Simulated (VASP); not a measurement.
## Ta3N: geometry relaxation (part 2 of 3)

Ta3N (4 atoms in the cell); Kohn-Sham DFT of a periodic cell, BLYP, VASP PAW PBE potentials, recommended, no spin polarisation (VASP 6.6.1); cutoff 600 eV, 7×7×3 k-mesh, fermi-dirac of 0.05 eV. The structure derives from a Materials Project entry. It belongs to a series of runs on one base structure; here: dispersion = none.

Geometry of the input (Å; fractional positions):
```
3.0322  0.0000  0.0000
-1.5161  2.6260  0.0000
0.0000  0.0000  7.5241
Ta 0.6667  0.3333  0.8261
Ta 0.3333  0.6667  0.1739
Ta 0.0000  0.0000  0.5000
N  0.0000  0.0000  0.0000
```

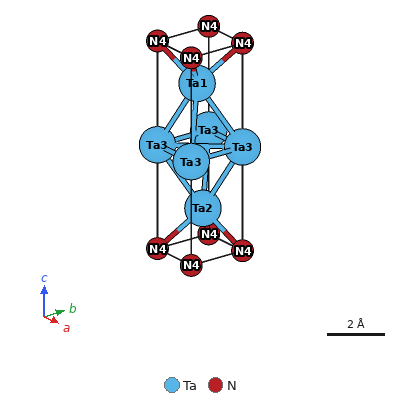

The starting structure (ball-and-stick view of the cell of the calculation, seen slightly off an axis; atoms are numbered from 1 in the order of the input).

Parts of OUTCAR, continued:
```
 Subroutine INISYM returns: Found 12 space group operations
 (whereof 12 operations are pure point group operations),
 and found     1 'primitive' translations

----------------------------------------------------------------------------------------

                                     Primitive cell

  volume of cell :      59.9115

  direct lattice vectors                    reciprocal lattice vectors
     3.032223988  0.000000000  0.000000000     0.329790940  0.190404888  0.000000000
    -1.516111994  2.625983004  0.000000000     0.000000000  0.380809776  0.000000000
     0.000000000  0.000000000  7.524137000     0.000000000  0.000000000  0.132905608

  length of vectors
     3.032223988  3.032223988  7.524137000     0.380809776  0.380809776  0.132905608

  position of ions in fractional coordinates (direct lattice)
     0.666666667  0.333333333  0.826070000
     0.333333333  0.666666667  0.173930000
     0.000000000  0.000000000  0.500000000
     0.000000000  0.000000000  0.000000000

  ion indices of the primitive-cell ions
   primitive index   ion index
                 1           1
                 2           2
                 3           3
                 4           4

----------------------------------------------------------------------------------------

 KPOINTS: Automatic mesh

Automatic generation of k-mesh.
 Grid dimensions read from file:
 generate k-points for:    7    7    3

 Generating k-lattice:

  Cartesian coordinates                     Fractional coordinates (reciprocal lattice)
     0.047112991  0.027200698  0.000000000     0.142857143  0.000000000  0.000000000
     0.000000000  0.054401397  0.000000000     0.000000000  0.142857143  0.000000000
     0.000000000  0.000000000  0.044301869     0.000000000  0.000000000  0.333333333

  Length of vectors
     0.054401397  0.054401397  0.044301869

  Shift w.r.t. Gamma in fractional coordinates (k-lattice)
     0.000000000  0.000000000  0.000000000

 Subroutine IBZKPT returns following result:
 ===========================================

 Found     20 irreducible k-points:

 Following reciprocal coordinates:
            Coordinates               Weight
  0.000000  0.000000  0.000000      1.000000
  0.142857 -0.000000  0.000000      6.000000
  0.285714 -0.000000  0.000000      6.000000
  0.428571 -0.000000  0.000000      6.000000
  0.142857  0.142857  0.000000      6.000000
  0.285714  0.142857  0.000000     12.000000
  0.428571  0.142857  0.000000      6.000000
  0.285714  0.285714  0.000000      6.000000
  0.000000  0.000000  0.333333      2.000000
  0.142857 -0.000000  0.333333      6.000000
  0.000000  0.142857  0.333333      6.000000
  0.285714 -0.000000  0.333333      6.000000
  0.000000  0.285714  0.333333      6.000000
  0.428571 -0.000000  0.333333      6.000000
  0.000000  0.428571  0.333333      6.000000
  0.142857  0.142857  0.333333     12.000000
  0.285714  0.142857  0.333333     12.000000
 -0.142857  0.428571  0.333333     12.000000
  0.428571  0.142857  0.333333     12.000000
  0.285714  0.285714  0.333333     12.000000
   k-points           NKPTS =     20   k-points in BZ     NKDIM =     20   number of bands    NBANDS=     23
   number of dos      NEDOS =    301   number of ions     NIONS =      4
   total plane-waves  NPLWV =  34560
   dimension x,y,z NGX =    24 NGY =   24 NGZ =   60
   dimension x,y,z NGXF=    48 NGYF=   48 NGZF=  120
   ions per type =               3   1
   NGX,Y,Z   is equivalent  to a cutoff of  13.16, 13.16, 13.26 a.u.
   NGXF,Y,Z  is equivalent  to a cutoff of  26.32, 26.32, 26.51 a.u.
 SYSTEM =  unknown system
   PREC   = accura    normal or accurate (medium, high low for compatibility)
   ISTART =      0    job   : 0-new  1-cont  2-samecut
   ICHARG =      2    charge: 1-file 2-atom 10-const
   ISPIN  =      1    spin polarized calculation?
   LNONCOLLINEAR =      F non collinear calculations
   LSORBIT =      F    spin-orbit coupling
   LASPH  =      T    aspherical Exc in radial PAW
   ENCUT  =  600.0 eV  44.10 Ry    6.64 a.u.   6.06  6.06 15.03*2*pi/ulx,y,z
   NELM   =    100;   NELMIN=  2; NELMDL= -5     # of ELM steps
   EDIFF  = 0.1E-05   stopping-criterion for ELM
   LREAL  =      F    real-space projection
   EDIFFG = -.2E-01   stopping-criterion for IOM
   NSW    =     60    number of steps for IOM
   IBRION =      2    ionic relax: 0-MD 1-quasi-New 2-CG
   NFREE  =      1    steps in history (QN), initial steepest desc. (CG)
   ISIF   =      3    stress and relaxation
   ISYM   =      2    0-nonsym 1-usesym 2-fastsym
   POTIM  = 0.5000    time-step for ionic-motion
   TEBEG  =    0.0;   TEEND  =   0.0 temperature during run
   PSTRESS=    0.0 pullay stress
   NELECT =      38.0000    total number of electrons
   NUPDOWN=      -1.0000    fix difference up-down
   EMIN   =  10.00;   EMAX   =-10.00  energy-range for DOS
   EFERMI =   0.00;   METHOD = LEGACY
   ISMEAR =    -1;   SIGMA  =   0.05  broadening in eV -4-tet -1-fermi 0-gaus
   EFERMI_NEDOS =   21; number of points for ismear=-14 and -15
   IALGO  =     68    algorithm
   IMIX   =      4    mixing-type and parameters
     AMIX     =   0.40;   BMIX     =  1.00
     AMIX_MAG =   1.60;   BMIX_MAG =  1.00
  volume/ion in A,a.u.               =      14.98       101.08
  Fermi-wavevector in a.u.,A,eV,Ry     =   1.406585  2.658061 26.918884  1.978482
  Thomas-Fermi vector in A             =   2.528931
   LORBIT       =      0    0 simple, 1 ext, 2 COOP (PROOUT), +10 PAW based schemes
   GGA     = B5    functional components
   LHFCALC =     F    Hartree Fock is set to
   AEXX    =    0.0000 exact exchange contribution
   IVDW    =     0    specifies the selected vdW correction
   LEPSILON=     F    determine dielectric tensor
   LRPA    =     F    only Hartree local field effects (RPA)
 conjugate gradient relaxation of ions
 non-spin polarized calculation
 RMM-DIIS sequential band-by-band and
  energy-cutoff  :      600.00
  volume of cell :       59.91
 maximum number of plane-waves:      2022
   NGX = 13   NGY = 13   NGZ = 31

--------------------------------------- Ionic step        1  -------------------------------------------

 number of electron      37.9999999 magnetization

 Free energy of the ion-electron system (eV)
  ---------------------------------------------------
  ext. energy  EPLUGINS =         0.00000000
  ---------------------------------------------------
  free energy    TOTEN  =       -40.51911589 eV

  energy without entropy =      -40.48916653  energy(sigma->0) =      -40.50414121

------------------------ aborting loop because EDIFF is reached ----------------------------------------

  FORCE on cell =-STRESS in cart. coord.  units (eV):
  Direction    XX          YY          ZZ          XY          YZ          ZX
  --------------------------------------------------------------------------------------
  -------------------------------------------------------------------------------------
  Total        2.9244484      2.9244484      3.7919303     -0.0000000      0.0000000     -0.0000000
  in kB       78.2068251     78.2068251    101.4053903     -0.0000000      0.0000000     -0.0000000
  external PRESSURE =      85.9396802 kB  Pullay stress =       0.0000000 kB

 VOLUME and BASIS-vectors are now :
 -----------------------------------------------------------------------------
  energy-cutoff  :      600.00
  volume of cell :       59.91
      direct lattice vectors                 reciprocal lattice vectors
     3.032223988  0.000000000  0.000000000     0.329790940  0.190404888  0.000000000
    -1.516111994  2.625983004  0.000000000     0.000000000  0.380809776  0.000000000
     0.000000000  0.000000000  7.524137000     0.000000000  0.000000000  0.132905608

 POSITION                                       TOTAL-FORCE (eV/Angst)
 -----------------------------------------------------------------------------------
      1.51611      0.87533      6.21546         0.000000      0.000000     -0.180159
     -0.00000      1.75066      1.30867        -0.000000      0.000000      0.180159
      0.00000      0.00000      3.76207         0.000000      0.000000     -0.000000
      0.00000      0.00000      0.00000         0.000000      0.000000     -0.000000
 -----------------------------------------------------------------------------------
    total drift:                                0.000000     -0.000000      0.000000

  FREE ENERGIE OF THE ION-ELECTRON SYSTEM (eV)
  ---------------------------------------------------
  free  energy   TOTEN  =       -40.5191158858 eV

  energy  without entropy=      -40.4891665336  energy(sigma->0) =      -40.50414121

--------------------------------------- Ionic step        2  -------------------------------------------

 number of electron      37.9999992 magnetization

------------------------ aborting loop because EDIFF is reached ----------------------------------------

  FORCE on cell =-STRESS in cart. coord.  units (eV):
  Direction    XX          YY          ZZ          XY          YZ          ZX
  --------------------------------------------------------------------------------------
  -------------------------------------------------------------------------------------
  Total       -6.6774939     -6.6774939     -5.8504227      0.0000000     -0.0000000      0.0000000
  in kB     -159.3255342   -159.3255342   -139.5915497      0.0000000     -0.0000000      0.0000000
  external PRESSURE =    -152.7475393 kB  Pullay stress =       0.0000000 kB

 VOLUME and BASIS-vectors are now :
 -----------------------------------------------------------------------------
  energy-cutoff  :      600.00
  volume of cell :       67.15
      direct lattice vectors                 reciprocal lattice vectors
     3.139172917 -0.000000000 -0.000000000     0.318555246  0.183917957  0.000000000
    -1.569586458  2.718603493 -0.000000000     0.000000000  0.367835914  0.000000000
    -0.000000000  0.000000000  7.868239826     0.000000000  0.000000000  0.127093228

 POSITION                                       TOTAL-FORCE (eV/Angst)
 -----------------------------------------------------------------------------------
      1.56959      0.90620      6.49063        -0.000000      0.000000      0.409948
     -0.00000      1.81240      1.37761         0.000000     -0.000000     -0.409948
     -0.00000     -0.00000      3.93412        -0.000000      0.000000      0.000000
     -0.00000     -0.00000      7.86824        -0.000000      0.000000      0.000000
 -----------------------------------------------------------------------------------
    total drift:                                0.000000     -0.000000      0.000000

  FREE ENERGIE OF THE ION-ELECTRON SYSTEM (eV)
  ---------------------------------------------------
  free  energy   TOTEN  =       -40.3160315761 eV

  energy  without entropy=      -40.2808633544  energy(sigma->0) =      -40.29844747

--------------------------------------- Ionic step        3  -------------------------------------------

 number of electron      38.0000008 magnetization

------------------------ aborting loop because EDIFF is reached ----------------------------------------

  FORCE on cell =-STRESS in cart. coord.  units (eV):
  Direction    XX          YY          ZZ          XY          YZ          ZX
  --------------------------------------------------------------------------------------
  -------------------------------------------------------------------------------------
  Total       -0.4372611     -0.4372611      0.4719228      0.0000000      0.0000000      0.0000000
  in kB      -11.2761638    -11.2761638     12.1700254      0.0000000      0.0000000      0.0000000
  external PRESSURE =      -3.4607674 kB  Pullay stress =       0.0000000 kB

 VOLUME and BASIS-vectors are now :
 -----------------------------------------------------------------------------
  energy-cutoff  :      600.00
  volume of cell :       62.13
      direct lattice vectors                 reciprocal lattice vectors
     3.065851437 -0.000000000 -0.000000000     0.326173665  0.188316453  0.000000000
    -1.532925719  2.655105229 -0.000000000     0.000000000  0.376632907  0.000000000
    -0.000000000  0.000000000  7.632331636     0.000000000  0.000000000  0.131021560

 POSITION                                       TOTAL-FORCE (eV/Angst)
 -----------------------------------------------------------------------------------
      1.53293      0.88504      6.30180        -0.000000      0.000000      0.050611
     -0.00000      1.77007      1.33053         0.000000     -0.000000     -0.050611
     -1.53293      2.65511      3.81617        -0.000000      0.000000      0.000000
     -1.53293      2.65511     -0.00000        -0.000000      0.000000      0.000000
 -----------------------------------------------------------------------------------
    total drift:                                0.000000      0.000000     -0.000000

  FREE ENERGIE OF THE ION-ELECTRON SYSTEM (eV)
  ---------------------------------------------------
  free  energy   TOTEN  =       -40.5764866728 eV

  energy  without entropy=      -40.5435073298  energy(sigma->0) =      -40.55999700

[... ionic steps 4 to 9 ...]

--------------------------------------- Ionic step       10  -------------------------------------------

 number of electron      38.0000004 magnetization

------------------------ aborting loop because EDIFF is reached ----------------------------------------

  FORCE on cell =-STRESS in cart. coord.  units (eV):
  Direction    XX          YY          ZZ          XY          YZ          ZX
  --------------------------------------------------------------------------------------
  -------------------------------------------------------------------------------------
  Total       -0.0601462     -0.0601462     -0.0922818      0.0000000      0.0000000     -0.0000000
  in kB       -1.5553334     -1.5553334     -2.3863362      0.0000000      0.0000000     -0.0000000
  external PRESSURE =      -1.8323344 kB  Pullay stress =       0.0000000 kB

 VOLUME and BASIS-vectors are now :
 -----------------------------------------------------------------------------
  energy-cutoff  :      600.00
  volume of cell :       61.96
      direct lattice vectors                 reciprocal lattice vectors
     3.033257866  0.000000000 -0.000000000     0.329678532  0.190339989  0.000000000
    -1.516628933  2.626878368  0.000000000    -0.000000000  0.380679978 -0.000000000
    -0.000000000  0.000000000  7.775809520     0.000000000 -0.000000000  0.128603973

 POSITION                                       TOTAL-FORCE (eV/Angst)
 -----------------------------------------------------------------------------------
      1.51663      0.87563      6.40377        -0.000000      0.000000      0.004088
     -0.00000      1.75125      1.37204         0.000000     -0.000000     -0.004088
     -0.00000      0.00000      3.88790        -0.000000      0.000000     -0.000000
      0.00000      0.00000      0.00000        -0.000000      0.000000     -0.000000
 -----------------------------------------------------------------------------------
    total drift:                                0.000000      0.000000     -0.000000

  FREE ENERGIE OF THE ION-ELECTRON SYSTEM (eV)
  ---------------------------------------------------
  free  energy   TOTEN  =       -40.5881753821 eV
```
